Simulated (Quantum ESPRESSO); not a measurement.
# 2H-WSe2, 1 layer, stepped through biaxial strain, part 4 of 6

Aim: how the results for 2H-WSe2, 1 layer change with biaxial strain.

Quantum ESPRESSO 7.5; plane-wave DFT, PBE, GBRV ultrasoft pseudopotentials.

So far. Step 2 (Relaxing cell and ions of the reference):  The last row is no step: it is a fresh SCF in the final cell with a new plane-wave basis, +0 meV from the row before. Step 3 (Relaxation with pw.x, -4 %): The relaxation lowers the energy by 16 meV an atom.

## 6. Band structure, -4 %

Bands along a path place the edges.

The input, m0.bands.in:

```
&control
  prefix = 'm0.bands'
  outdir = './out'
  pseudo_dir = './pseudo'
  calculation = 'bands'
/
&system
  ibrav = 0
  nat = 3
  ntyp = 2
  ecutwfc = 40
  ecutrho = 200
  occupations = 'smearing'
  smearing = 'fd'
  degauss = 0.002
  nbnd = 19
/
&electrons
  conv_thr = 1e-07
  mixing_beta = 0.4
  electron_maxstep = 120
  mixing_mode = 'plain'
/
ATOMIC_SPECIES
  Se  78.9710  se_pbe_v1.uspp.F.UPF
  W   183.8400  w_pbe_v1.2.uspp.F.UPF
CELL_PARAMETERS angstrom
  3.18543293760000 0.00000000000000 0.00000000000000
  -1.59271646880000 2.75866584576000 0.00000000000000
  0.00000000000000 0.00000000000000 18.74034793400000
ATOMIC_POSITIONS crystal
  Se  0.333333333300 0.666666666700 0.407585433700
  W   0.000000000000 0.000000000000 0.500000000000
  Se  0.333333333300 0.666666666700 0.592414566300
K_POINTS crystal_b
4
  0.0000000000 0.0000000000 0.0000000000 12
  0.5000000000 0.0000000000 0.0000000000 12
  0.3333333333 0.3333333333 0.0000000000 12
  0.0000000000 0.0000000000 0.0000000000 1
```

Run with:

```
cp -r out/m0.scf.save out/m0.bands.save
cp out/m0.scf.xml out/m0.bands.xml
OMP_NUM_THREADS=1 mpirun -n 4 pw.x -nk 4 -in m0.bands.in > m0.bands.out
```

What it wrote:

```text
[banner, memory and clock lines left out]
Program PWSCF v.7.5 starts

          URL

     Atomic positions and unit cell read from directory:
     ./out/m0.bands.save/

     Message from routine setup:
     using ibrav=0 with symmetry is DISCOURAGED, use correct ibrav instead

     G-vector sticks info

     bravais-lattice index     =            0
     lattice parameter (alat)  =       6.0196  a.u.
     unit-cell volume          =    1111.3269 (a.u.)^3
     number of atoms/cell      =            3
     number of atomic types    =            2
     number of electrons       =        26.00
     number of Kohn-Sham states=           19
     kinetic-energy cutoff     =      40.0000  Ry
     charge density cutoff     =     200.0000  Ry
     Exchange-correlation= SLA  PW   PBE  PBE
                           (   1   4   3   4   0   0   0)

     celldm(1)=   6.019596  celldm(2)=   0.000000  celldm(3)=   0.000000
     celldm(4)=   0.000000  celldm(5)=   0.000000  celldm(6)=   0.000000

     crystal axes: (cart. coord. in units of alat)
               a(1) = (   1.000000   0.000000   0.000000 )
               a(2) = (  -0.500000   0.866025   0.000000 )
               a(3) = (   0.000000   0.000000   5.883140 )

     reciprocal axes: (cart. coord. in units 2 pi/alat)
               b(1) = (  1.000000  0.577350 -0.000000 )
               b(2) = (  0.000000  1.154701  0.000000 )
               b(3) = (  0.000000 -0.000000  0.169977 )

     PseudoPot. # 1 for Se read from file:
     ./pseudo/se_pbe_v1.uspp.F.UPF
     Pseudo is Ultrasoft + core correction, Zval =  6.0
     Generated by new atomic code, or converted to UPF format
     Using radial grid of  877 points,  6 beta functions with:
                l(1) =   0
                l(2) =   0
                l(3) =   1
                l(4) =   1
                l(5) =   2
                l(6) =   2
     Q(r) pseudized with  8 coefficients,  rinner =    1.300   1.300   1.300
                                                       1.300   1.300

     PseudoPot. # 2 for W  read from file:
     ./pseudo/w_pbe_v1.2.uspp.F.UPF
     Pseudo is Ultrasoft + core correction, Zval = 14.0
     Generated by new atomic code, or converted to UPF format
     Using radial grid of  923 points,  8 beta functions with:
                l(1) =   0
                l(2) =   0
                l(3) =   0
                l(4) =   1
                l(5) =   1
                l(6) =   2
                l(7) =   2
                l(8) =   3
     Q(r) pseudized with  6 coefficients,  rinner =    1.350   1.350   1.350
                                                       1.350   1.350   1.350
                                                       1.350

     atomic species   valence    mass     pseudopotential
     Se                6.00    78.97100     Se( 1.00)
     W                14.00   183.84000     W ( 1.00)

     12 Sym. Ops. (no inversion) found

   Cartesian axes

     site n.     atom                  positions (alat units)
         1        Se     tau(   1) = (  -0.0000000   0.5773503   2.3978822  )
         2        W      tau(   2) = (   0.0000000   0.0000000   2.9415700  )
         3        Se     tau(   3) = (  -0.0000000   0.5773503   3.4852578  )

     number of k points=    37  Fermi-Dirac smearing, width (Ry)=  0.0020
                       cart. coord. in units 2pi/alat
        k(    1) = (   0.0000000   0.0000000   0.0000000), wk =   0.0540541
        k(    2) = (   0.0416667   0.0240563   0.0000000), wk =   0.0540541
        k(    3) = (   0.0833333   0.0481125   0.0000000), wk =   0.0540541
        k(    4) = (   0.1250000   0.0721688   0.0000000), wk =   0.0540541
        k(    5) = (   0.1666667   0.0962250   0.0000000), wk =   0.0540541
        k(    6) = (   0.2083333   0.1202813   0.0000000), wk =   0.0540541
        k(    7) = (   0.2500000   0.1443376   0.0000000), wk =   0.0540541
        k(    8) = (   0.2916667   0.1683938   0.0000000), wk =   0.0540541
        k(    9) = (   0.3333333   0.1924501   0.0000000), wk =   0.0540541
        k(   10) = (   0.3750000   0.2165064   0.0000000), wk =   0.0540541
        k(   11) = (   0.4166667   0.2405626   0.0000000), wk =   0.0540541
        k(   12) = (   0.4583333   0.2646189   0.0000000), wk =   0.0540541
        k(   13) = (   0.5000000   0.2886751   0.0000000), wk =   0.0540541
        k(   14) = (   0.4861111   0.3127314   0.0000000), wk =   0.0540541
        k(   15) = (   0.4722222   0.3367877   0.0000000), wk =   0.0540541
        k(   16) = (   0.4583333   0.3608439   0.0000000), wk =   0.0540541
        k(   17) = (   0.4444444   0.3849002   0.0000000), wk =   0.0540541
        k(   18) = (   0.4305556   0.4089564   0.0000000), wk =   0.0540541
        k(   19) = (   0.4166667   0.4330127   0.0000000), wk =   0.0540541
        k(   20) = (   0.4027778   0.4570690   0.0000000), wk =   0.0540541
        k(   21) = (   0.3888889   0.4811252   0.0000000), wk =   0.0540541
        k(   22) = (   0.3750000   0.5051815   0.0000000), wk =   0.0540541
        k(   23) = (   0.3611111   0.5292377   0.0000000), wk =   0.0540541
        k(   24) = (   0.3472222   0.5532940   0.0000000), wk =   0.0540541
        k(   25) = (   0.3333333   0.5773503   0.0000000), wk =   0.0540541
        k(   26) = (   0.3055556   0.5292377   0.0000000), wk =   0.0540541
        k(   27) = (   0.2777778   0.4811252   0.0000000), wk =   0.0540541
        k(   28) = (   0.2500000   0.4330127   0.0000000), wk =   0.0540541
        k(   29) = (   0.2222222   0.3849002   0.0000000), wk =   0.0540541
        k(   30) = (   0.1944444   0.3367877   0.0000000), wk =   0.0540541
        k(   31) = (   0.1666667   0.2886751   0.0000000), wk =   0.0540541
        k(   32) = (   0.1388889   0.2405626   0.0000000), wk =   0.0540541
        k(   33) = (   0.1111111   0.1924501   0.0000000), wk =   0.0540541
        k(   34) = (   0.0833333   0.1443376   0.0000000), wk =   0.0540541
        k(   35) = (   0.0555556   0.0962250   0.0000000), wk =   0.0540541
        k(   36) = (   0.0277778   0.0481125   0.0000000), wk =   0.0540541
        k(   37) = (   0.0000000   0.0000000   0.0000000), wk =   0.0540541

     Dense  grid:    53277 G-vectors     FFT dimensions: (  27,  27, 160)

     Smooth grid:    37811 G-vectors     FFT dimensions: (  25,  25, 144)

     The potential is recalculated from file :
     ./out/m0.bands.save/charge-density

     negative rho (up, down):  6.913E-02 0.000E+00
     Starting wfcs are   21 randomized atomic wfcs

     Band Structure Calculation
     Davidson diagonalization with overlap

     ethr =  3.85E-10,  avg # of iterations = 45.3

     End of band structure calculation

          k = 0.0000 0.0000 0.0000 (  4643 PWs)   bands (ev):

[...]
4.5249   5.3657   5.6960

          k = 0.1667 0.0962 0.0000 (  4721 PWs)   bands (ev):

   -73.0731 -37.3717 -37.2231 -37.1600 -13.7645 -12.7910  -5.1064  -2.3355
    -2.3305  -0.7099  -0.6104  -0.4566  -0.0125   2.8640   3.6119   3.7385
     4.7223   5.5986   5.9436

          k = 0.2083 0.1203 0.0000 (  4727 PWs)   bands (ev):

   -73.0711 -37.3643 -37.2621 -37.1693 -13.5236 -12.6564  -4.8284  -2.8267
    -2.6216  -0.8713  -0.7466  -0.5006  -0.1280   2.6410   3.5805   3.6548
     4.9071   5.8819   6.2495

          k = 0.2500 0.1443 0.0000 (  4720 PWs)   bands (ev):

   -73.0690 -37.3562 -37.3035 -37.1792 -13.2466 -12.5027  -4.5634  -3.3091
    -2.9672  -1.1234  -1.0227  -0.2986  -0.2840   2.5890   3.4674   3.7926
     5.0621   6.2082   6.6045

          k = 0.2917 0.1684 0.0000 (  4736 PWs)   bands (ev):

   -73.0669 -37.3483 -37.3448 -37.1892 -12.9455 -12.3379  -4.4567  -3.6444
    -3.3552  -1.3531  -1.2467  -0.4649  -0.0829   2.6853   3.4206   3.9841
     5.1808   6.5516   6.9913

          k = 0.3333 0.1925 0.0000 (  4738 PWs)   bands (ev):

   -73.0649 -37.3831 -37.3407 -37.1983 -12.6370 -12.1722  -4.7077  -3.7504
    -3.6501  -1.5510  -1.4100  -0.5557   0.0822   2.8839   3.4492   4.1884
     5.2647   6.8158   7.3705

          k = 0.3750 0.2165 0.0000 (  4760 PWs)   bands (ev):

   -73.0632 -37.4160 -37.3345 -37.2061 -12.3438 -12.0189  -5.1014  -4.1113
    -3.5443  -1.7106  -1.5207  -0.5341   0.2004   3.1402   3.5412   4.3690
     5.3194   6.7024   7.4834

          k = 0.4167 0.2406 0.0000 (  4766 PWs)   bands (ev):

   -73.0619 -37.4409 -37.3295 -37.2122 -12.0953 -11.8930  -5.4538  -4.3999
    -3.4761  -1.8273  -1.5903  -0.4248   0.2734   3.4128   3.6623   4.5007
     5.3521   6.2824   7.6661

          k = 0.4583 0.2646 0.0000 (  4748 PWs)   bands (ev):

   -73.0611 -37.4565 -37.3263 -37.2156 -11.9257 -11.8095  -5.6933  -4.5863
    -3.4498  -1.8984  -1.6281  -0.3041   0.3109   3.6465   3.7645   4.5757
     5.3689   5.8888   7.8276

          k = 0.5000 0.2887 0.0000 (  4752 PWs)   bands (ev):

   -73.0609 -37.4620 -37.3254 -37.2167 -11.8650 -11.7803  -5.7784  -4.6508
    -3.4443  -1.9223  -1.6401  -0.2526   0.3221   3.7471   3.8045   4.5991
     5.3741   5.7243   7.8978

          k = 0.4861 0.3127 0.0000 (  4744 PWs)   bands (ev):

   -73.0608 -37.4611 -37.3253 -37.2182 -11.8600 -11.7769  -5.7663  -4.6495
    -3.4383  -1.9529  -1.6286  -0.3235   0.3377   3.7077   3.8568   4.6275
     5.2983   5.7315   7.9437

          k = 0.4722 0.3368 0.0000 (  4768 PWs)   bands (ev):

   -73.0607 -37.4590 -37.3250 -37.2232 -11.8451 -11.7669  -5.7305  -4.6460
    -3.4210  -2.0309  -1.6061  -0.5137   0.3699   3.6558   3.9420   4.7094
     5.1031   5.7527   8.0754

          k = 0.4583 0.3608 0.0000 (  4768 PWs)   bands (ev):

   -73.0606 -37.4553 -37.3244 -37.2307 -11.8211 -11.7508  -5.6714  -4.6413
    -3.3936  -2.1356  -1.5874  -0.7862   0.4039   3.6044   4.0352   4.8019
     4.8830   5.7884   8.2754

          k = 0.4444 0.3849 0.0000 (  4770 PWs)   bands (ev):

   -73.0604 -37.4501 -37.3236 -37.2409 -11.7888 -11.7293  -5.5900  -4.6374
    -3.3588  -2.2525  -1.5785  -1.1122   0.4379   3.5509   4.1243   4.5576
     5.0195   5.8400   8.5136

          k = 0.4306 0.4090 0.0000 (  4772 PWs)   bands (ev):

   -73.0602 -37.4436 -37.3227 -37.2534 -11.7497 -11.7034  -5.4876  -4.6364
    -3.3203  -2.3701  -1.5811  -1.4681   0.4759   3.4925   4.2013   4.2896
     5.2142   5.9102   8.7417

          k = 0.4167 0.4330 0.0000 (  4778 PWs)   bands (ev):

   -73.0599 -37.4358 -37.3217 -37.2677 -11.7057 -11.6744  -5.3662  -4.6409
    -3.2838  -2.4783  -1.8330  -1.5951   0.5221   3.4262   4.0442   4.2641
     5.4229   5.9993   8.8585

          k = 0.4028 0.4571 0.0000 (  4780 PWs)   bands (ev):

   -73.0597 -37.4269 -37.3207 -37.2833 -11.6591 -11.6441  -5.2285  -4.6525
    -3.2591  -2.5689  -2.1853  -1.6196   0.5793   3.3495   3.8317   4.3163
     5.6314   6.1044   8.7232

          k = 0.3889 0.4811 0.0000 (  4792 PWs)   bands (ev):

   -73.0594 -37.4170 -37.3197 -37.2999 -11.6144 -11.6128  -5.0784  -4.6717
    -3.2650  -2.6362  -2.4951  -1.6525   0.6473   3.2630   3.6576   4.3633
     5.8257   6.2179   8.4385

          k = 0.3750 0.5052 0.0000 (  4792 PWs)   bands (ev):

   -73.0592 -37.4061 -37.3189 -37.3164 -11.5873 -11.5700  -4.9225  -4.6964
    -3.3363  -2.7157  -2.6788  -1.6905   0.7222   3.1726   3.5246   4.4089
     5.9926   6.3282   8.1439

          k = 0.3611 0.5292 0.0000 (  4802 PWs)   bands (ev):

   -73.0590 -37.3950 -37.3323 -37.3182 -11.5652 -11.5344  -4.7730  -4.7221
    -3.4832  -2.8204  -2.6993  -1.7279   0.7943   3.0896   3.4329   4.4514
     6.1205   6.4189   7.8983

          k = 0.3472 0.5533 0.0000 (  4794 PWs)   bands (ev):

   -73.0589 -37.3846 -37.3457 -37.3177 -11.5504 -11.5100  -4.7426  -4.6551
    -3.6327  -2.8526  -2.7046  -1.7572   0.8492   3.0300   3.3807   4.4844
     6.2002   6.4724   7.7397

          k = 0.3333 0.5774 0.0000 (  4806 PWs)   bands (ev):

   -73.0588 -37.3793 -37.3524 -37.3176 -11.5450 -11.5010  -4.7510  -4.6089
    -3.6953  -2.8582  -2.7042  -1.7691   0.8704   3.0084   3.3642   4.4975
     6.2268   6.4857   7.6877

          k = 0.3056 0.5292 0.0000 (  4808 PWs)   bands (ev):

   -73.0590 -37.3922 -37.3343 -37.3184 -11.5696 -11.5441  -4.7277  -4.7057
    -3.4949  -2.8483  -2.7196  -1.7089   0.7822   3.0740   3.4182   4.4398
     6.1306   6.5125   7.8380

          k = 0.2778 0.4811 0.0000 (  4782 PWs)   bands (ev):

   -73.0597 -37.4031 -37.3207 -37.3069 -11.6849 -11.6477  -4.8406  -4.5478
    -3.2021  -2.7664  -2.7589  -1.5302   0.5797   3.1036   3.5429   4.3371
     5.8981   6.7188   8.1551

          k = 0.2500 0.4330 0.0000 (  4776 PWs)   bands (ev):

   -73.0609 -37.4025 -37.3253 -37.2789 -11.9234 -11.7774  -4.7980  -4.2635
    -3.1960  -2.8059  -2.3987  -1.2768   0.3882   2.9083   3.6712   4.2557
     5.6314   7.1152   8.2942

          k = 0.2222 0.3849 0.0000 (  4774 PWs)   bands (ev):

   -73.0625 -37.3891 -37.3318 -37.2519 -12.2379 -11.9476  -4.5948  -3.8630
    -3.3845  -2.7939  -1.9269  -0.9988   0.2790   2.6036   3.7324   4.0736
     5.4193   7.6118   7.7596

          k = 0.1944 0.3368 0.0000 (  4734 PWs)   bands (ev):

   -73.0646 -37.3632 -37.3394 -37.2269 -12.5949 -12.1419  -4.2919  -3.6435
    -3.3893  -2.6859  -1.4573  -0.7343   0.2257   2.3697   3.6929   3.7876
     5.2906   7.1714   7.5543

          k = 0.1667 0.2887 0.0000 (  4716 PWs)   bands (ev):

   -73.0670 -37.3484 -37.3280 -37.2044 -12.9613 -12.3433  -4.2379  -3.6131
    -2.9597  -2.3882  -1.0353  -0.5088   0.1402   2.3204   3.5256   3.5937
     5.1924   6.6412   7.0314

          k = 0.1389 0.2406 0.0000 (  4740 PWs)   bands (ev):

   -73.0695 -37.3581 -37.2869 -37.1852 -13.3099 -12.5367  -4.5664  -3.1506
    -2.6668  -1.8537  -0.7348  -0.3338   0.0157   2.4528   3.4225   3.5075
     5.0576   6.1772   6.5577

          k = 0.1111 0.1925 0.0000 (  4728 PWs)   bands (ev):

   -73.0719 -37.3671 -37.2435 -37.1693 -13.6198 -12.7097  -4.9253  -2.6061
    -2.4202  -1.2423  -0.6859  -0.2058  -0.0157   2.7011   3.4939   3.5345
     4.8643   5.7874   6.1458

          k = 0.0833 0.1443 0.0000 (  4708 PWs)   bands (ev):

   -73.0740 -37.3752 -37.2029 -37.1567 -13.8754 -12.8531  -5.2409  -2.1865
    -2.0671  -0.8319  -0.6828  -0.1105   0.0281   3.0654   3.5910   3.7736
     4.6306   5.4745   5.8103

          k = 0.0556 0.0962 0.0000 (  4700 PWs)   bands (ev):

   -73.0757 -37.3816 -37.1699 -37.1478 -14.0656 -12.9599  -5.4837  -1.9854
    -1.5973  -0.9965  -0.2611  -0.0323   0.0420   3.5296   3.8013   4.0107
     4.3998   5.2352   5.5633

          k = 0.0278 0.0481 0.0000 (  4669 PWs)   bands (ev):

   -73.0768 -37.3854 -37.1481 -37.1424 -14.1828 -13.0257  -5.6360  -1.8481
    -1.2686  -1.1097  -0.0183   0.0301   0.0328   3.9917   4.0472   4.1706
     4.2278   5.0564   5.4101

          k = 0.0000 0.0000 0.0000 (  4643 PWs)   bands (ev):

   -73.0771 -37.3865 -37.1405 -37.1405 -14.2223 -13.0479  -5.6879  -1.7994
    -1.1492  -1.1492   0.0265   0.0566   0.0566   4.1638   4.1638   4.2257
     4.2257   4.9627   5.3567

     XML data file, pseudopotentials, collected wavefunctions

                                        0.00s GPU  (     524 calls)
```

Wall time 17 s (4 MPI ranks of Arm Neoverse V1, shared host); peak memory 0.31 GiB; 66 s of CPU time.

Read from the output:

* valence top, on the run's zero: 0.8704 eV
* conduction bottom, on the run's zero: 2.320 eV

Band numbers count within the set of bands kept for display. Electronic bands along the path, in eV, zero at the highest filled level of the SCF mesh; v1 is the highest filled band, c1 the lowest empty one:

| point | v4 | v3 | v2 | v1 | c1 | c2 | c3 | c4 |
| --- | --- | --- | --- | --- | --- | --- | --- | --- |
| Γ | -2.02 | -0.84 | -0.81 | -0.81 | 3.29 | 3.29 | 3.36 | 3.36 |
| M | -2.79 | -2.51 | -1.12 | -0.55 | 2.88 | 2.93 | 3.73 | 4.50 |
| K | -3.73 | -3.57 | -2.64 | 0.00 | 2.14 | 2.49 | 3.63 | 5.36 |
| Γ | -2.02 | -0.84 | -0.81 | -0.81 | 3.29 | 3.29 | 3.36 | 3.36 |

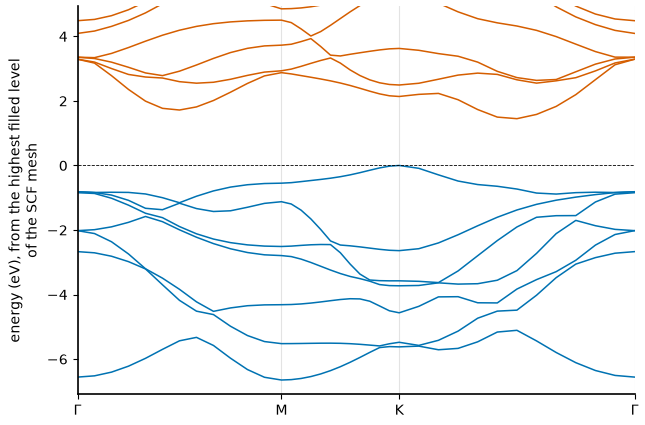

Electronic bands along the path; lines of filled and empty bands in two colours.

Along this path the valence top lies at K and the conduction bottom between K and Γ.

(Part 4 of 6 ends here.)

[Logs are printed without paths, hosts, clocks, repeated set-up lines and the standing remarks that a program may print on its own settings, such as how far it seeks lower states.]

[Hosts, paths, dates, database ids (printed as entryN), source tags and the programs' standing remarks are cut or masked in the printed files.]

[Maps of the electrostatic potential energy from Ansatz leave out the sawtooth potential of an applied field or a dipole correction, so their vacuum need not be flat; planar profiles and work functions include it.]
